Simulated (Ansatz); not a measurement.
# Does disorder add resistance in series? Nb(100) layers with 12.5 % Zn

Two lengths of the disordered region are known. What area resistance does the third give?

**Method.** Ansatz 0.2.0, plane waves with PAW datasets at their recommended cutoffs (420 eV for most), Fermi-Dirac smearing; ballistic transmission by layer matching. The area resistance is RA = A (h/2e²)(1/T − 1/N), with T the zone-mean transmission per spin and N the lead's channels, both averaged over a few energies near the Fermi level; for magnets each spin is taken apart, with h/e², and the two conduct in parallel. Lateral cell 2x2, PBE, a fresh random draw for each length.

The runs, with one result withheld:

| length (Å) | channels N | RA (fΩ m²) |
| --- | --- | --- |
| 6.61 | 10.86 | 0.506 |
| 13.2 | 10.74 | 0.881 |
| 19.8 | 10.73 | ? |

**Estimate by hand.**

Ohm's law makes RA linear in the length: the slope is (0.881 − 0.506)/(13.2 − 6.61) = 0.0566 fΩ m² per Å, or 57 µΩ cm. Then 0.881 + 0.0566 × 6.61. Predicted: 1.25 fΩ m².

**The withheld run.**

1.06 fΩ m², so the prediction is 18 % too high. The three lengths together give 42 µΩ cm. Single draws scatter, and the lead's own channel count shifts by 1.2 % between the runs, which moves RA too; these runs don't part the causes of the miss, and leave the question open.

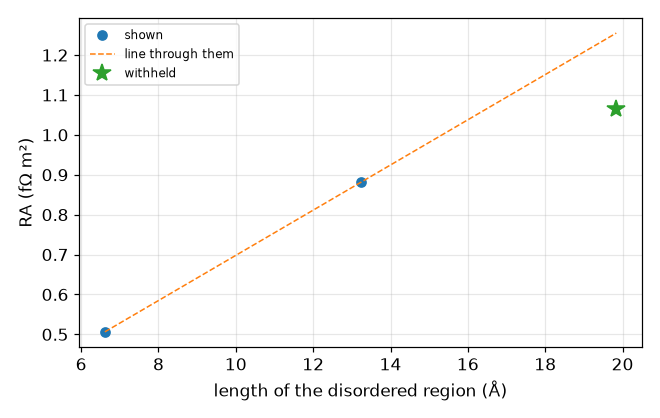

Area resistance against length.

Caveats: The scatterers repeat sideways with the small cell. The slope is a raw one; a model of isotropic scattering puts it 1.01 times the bulk value over these lengths. Atoms sit unrelaxed on the host's lattice, and the pair may not mix at random in practice.
